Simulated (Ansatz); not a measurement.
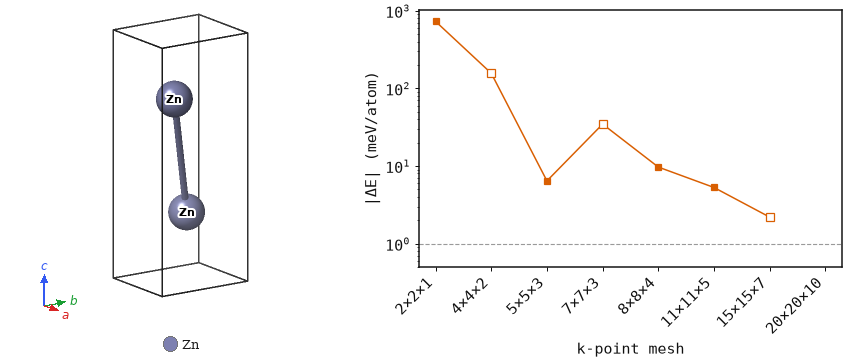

Beside the plot: the structure.

Scan of the k-point mesh.
System: Zn (P6_3/mmc, 2 atoms in the cell).
Method: Ansatz, DFT, r2SCAN, plane waves (500 eV) with PAW, scalar-relativistic; Fermi–Dirac smearing of 0.1 eV.
ΔE is the free energy less its value at the densest setting, 20×20×10.
Dashed lines or grey bands mark the tolerance: 1 meV/atom.
On logarithmic panels, open markers lie below the reference value and filled ones above.

Q: From which setting is the free energy converged to 1 meV/atom?

A: The free energy at the last setting but one, 15×15×7, is still more than 1 meV/atom from the densest setting's value, so the scan doesn't show it converged. It is off by 730 meV/atom at 2×2×1, 35 meV/atom at 7×7×3 and 2.2 meV/atom at 15×15×7 (on both sides of it).
